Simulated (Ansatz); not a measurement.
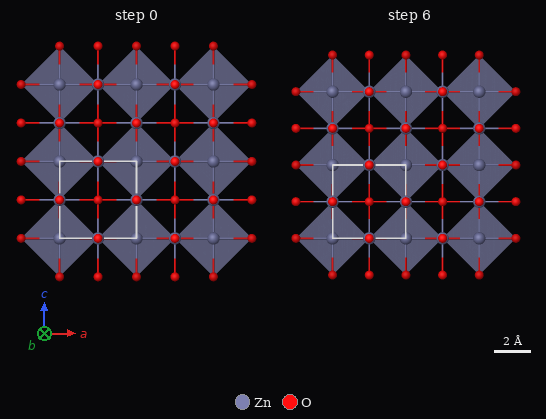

The structure of solid ZnO (a generated structure, set up in Pm-3m) (coarse preliminary run) before (left) and after (right) a relaxation, at one scale.

The picture is a polyhedral view of the cell of the calculation, repeated 2 × 1 × 2 with one cell outlined, seen along the b axis.

Computed with DFT PBE, scalar-relativistic, plane waves, PAW in Ansatz. (plane-wave cutoff 420 eV; k-point mesh 4 × 4 × 4; occupations gaussian; smearing width 0.1 eV; no spin polarisation; cell and atoms relaxed; force threshold 0.04 eV/Å; at most 70 steps)

Question: What changed between the two?

Answer: The atoms keep their places relative to the cell (all moves are under 0.005 Å). The volume changes by −13.3 %, with a = b = c 4.301 → 4.100 Å (−4.7 %). Among the contacts that change: O–Zn 2.150 → 2.050 Å. The space group stays Pm-3m (No. 221). The energy falls by 79.1 meV per atom in 4 accepted moves (6 points after the start). All forces vanish by symmetry, so only the cell relaxes. Pressure: −12.48 GPa at the start and −0.03 GPa at the end. At 2 points the geometry stayed and the basis and grid were re-selected for the new cell (energy shift of 3.9 meV per atom at most each time).
